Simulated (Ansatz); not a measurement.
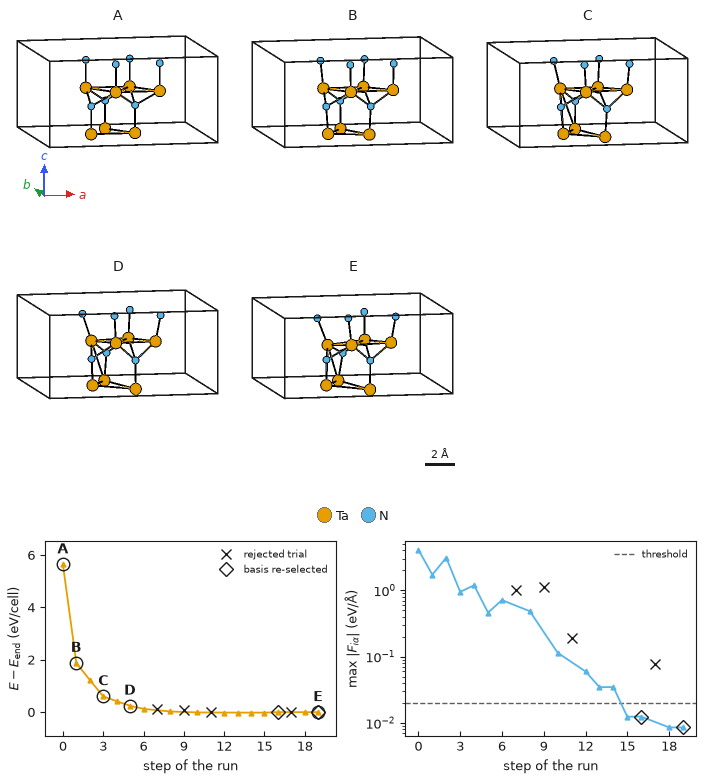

Frames of a relaxation of a wire of composition TaN, marked on the history of the run. A ball-and-stick model of the cell of the calculation, with the vacuum cut short, seen slightly off an axis.

Case: wire along [0 0 1], 14 atoms a period.

All numbers below come from DFT PBE, scalar-relativistic, plane waves, PAW (Ansatz 0.2.0).

Input
```yaml
crystal:
  lattice:
    - [13.7, 0.0, 0.0]
    - [0.0, 12.9, 0.0]
    - [0.0, 0.0, 6.1049970274]
  atoms:
    - { symbol: Ta, position: [0.3274511378, 0.4294672088, 0.0305473929], spin: 0.9 }
    - { symbol: Ta, position: [0.5575162874, 0.4294672088, 0.0305473929], spin: 0.9 }
    - { symbol: Ta, position: [0.4424837126, 0.6410655823, 0.0305473929], spin: 0.9 }
    - { symbol: Ta, position: [0.4424837126, 0.3589344177, 0.5305473929], spin: 0.9 }
    - { symbol: Ta, position: [0.3274511378, 0.5705327912, 0.5305473929], spin: 0.9 }
    - { symbol: Ta, position: [0.6725488622, 0.3589344177, 0.5305473929], spin: 0.9 }
    - { symbol: Ta, position: [0.5575162874, 0.5705327912, 0.5305473929], spin: 0.9 }
    - { symbol: "N", position: [0.3274511378, 0.4294672088, 0.3544526071], spin: 0.3 }
    - { symbol: "N", position: [0.5575162874, 0.4294672088, 0.3544526071], spin: 0.3 }
    - { symbol: "N", position: [0.4424837126, 0.6410655823, 0.3544526071], spin: 0.3 }
    - { symbol: "N", position: [0.4424837126, 0.3589344177, 0.8544526071], spin: 0.3 }
    - { symbol: "N", position: [0.3274511378, 0.5705327912, 0.8544526071], spin: 0.3 }
    - { symbol: "N", position: [0.6725488622, 0.3589344177, 0.8544526071], spin: 0.3 }
    - { symbol: "N", position: [0.5575162874, 0.5705327912, 0.8544526071], spin: 0.3 }
basis:
  ecutwfc: 420
kpoints:
  mp_grid: { grid: [1, 1, 9] }
hamiltonian:
  xc: pbe
scf:
  occupations: { method: gaussian, width: 0.05 }
  lower_state_search: "off"
output:
  forces: true
  stress: true
  eigenvalues: true
  populations: true
  write_density: true
  write_potential: true
  elf: true
  volumetric_format: npy
magnetization:
  spin_polarized: true
relax:
  adjacent_minimum: "off"
  f_tol: 0.02
  max_steps: 45
  cell: { fix: [a, b, alpha, beta, gamma], stress_tol: 0.03 }
```

Launched with:
```bash
ansatz run input.yaml --threads 4 --pin off --max-ram 11264MiB --backend cpu --events-out ev --progress --plain --runs-dir out
```

### Describe the path.

The atom that moves furthest relative to the centre of the atoms is Ta5 (0.54 Å). By element the largest moves are Ta 0.54 Å, N 0.31 Å. Along the periodic axis the drawn cell goes c 6.105 → 5.669 Å (−7.1 %). Among the contacts that change: Ta2–Ta6 3.554 → 2.750 Å, Ta2–Ta4 3.554 → 2.926 Å, Ta1–Ta5 3.554 → 3.008 Å, Ta1–Ta3 3.152 → 2.661 Å. Among the angles between lasting bonds that change: N8–Ta5–N10 96.4° → 126.0°, Ta2–N14–Ta7 120.6° → 91.7°, Ta1–N8–Ta5 120.6° → 96.2°. The energy falls by 5.640 eV per cell of the calculation in 13 accepted moves (19 points after the start). Largest force component: 4.1 eV/Å at the start, 0.0086 eV/Å at the end. The line search rejected the trial steps at points 7, 9, 11, 17 of the run. At 2 points the geometry stayed and the basis and grid were re-selected for the new cell (energy shift of 17.8 meV per cell of the calculation at most each time). The program noted that the starting moments weren't kept. The run may lie on a higher electronic state than the lowest, so the end point isn't shown to be the ground-state structure. The run took 43 min on 4 threads of Intel(R) Xeon(R) Processor @ 2.50GHz (Skylake/Cascade Lake), with other jobs on the host, peak memory 2.4 GiB. From step 0 to 1: Ta atoms move most (0.19 Å), energy −3.761 eV per cell of the calculation. From step 1 to 3: Ta and N atoms move most (0.18 Å), energy −1.275 eV per cell of the calculation. From step 3 to 5: N12 moves most (0.11 Å), energy −0.360 eV per cell of the calculation. From step 5 to 19: Ta5 moves most (0.20 Å), energy −0.244 eV per cell of the calculation.

Limits of the set-up: the k-point mesh is coarse for a cell with partly filled bands.
